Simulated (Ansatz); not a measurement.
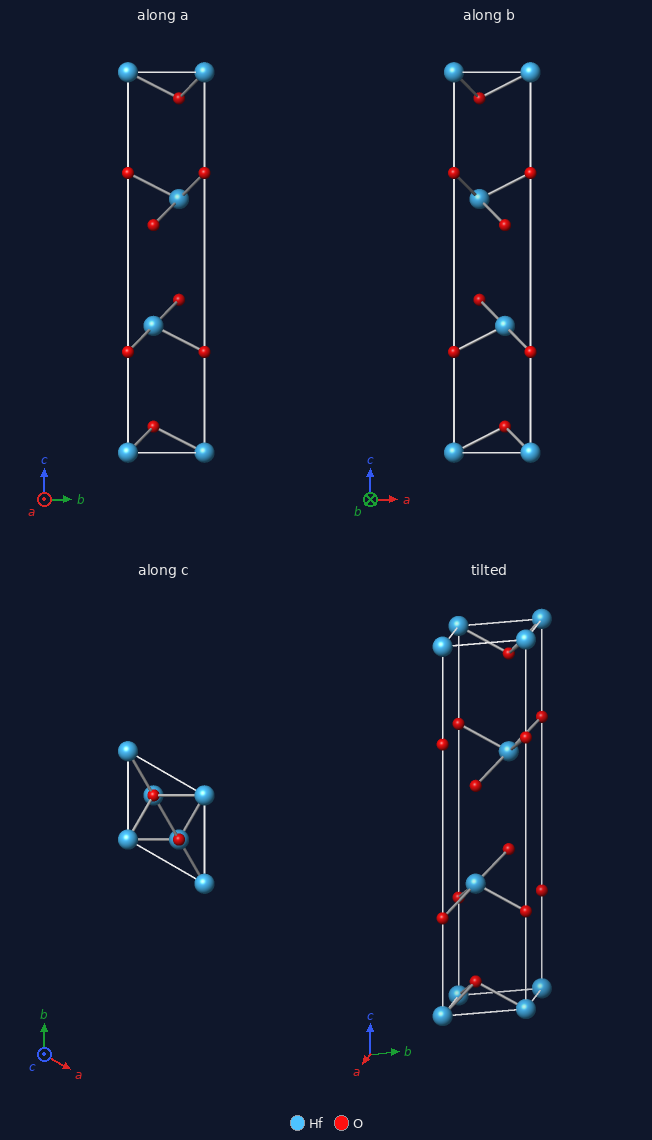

Structure drawing (ball-and-stick), viewed along the a axis, along the b axis, along the c axis and slightly off an axis. The lines enclose the conventional unit cell; boundary atoms appear with their images.

Lattice parameters: a = 3.262 Å, b = 3.262 Å, c = 14.040 Å, α = 90.00°, β = 90.00°, γ = 120.00°. Put a along x and b in the xy plane.

### Record the structure as a POSCAR file, with free fractional coordinates to two decimals.

```
Hf O
1.0
     3.262    0.000    0.000
    -1.631    2.825    0.000
     0.000    0.000   14.040
Hf O
3 6
Direct
  0.00 0.00 0.00
  0.6667 0.3333 0.3333
  0.3333 0.6667 0.6667
  0.00 0.00 0.74
  0.3333 0.6667 0.93
  0.6667 0.3333 0.07
  0.00 0.00 0.26
  0.3333 0.6667 0.40
  0.6667 0.3333 0.60
```

The model was built from a structure type filled with these elements by a generator (whether the compound takes this form wasn't checked). Atoms and cell were optimised with DFT PBE, scalar-relativistic, plane waves, PAW (Ansatz 0.2.0).
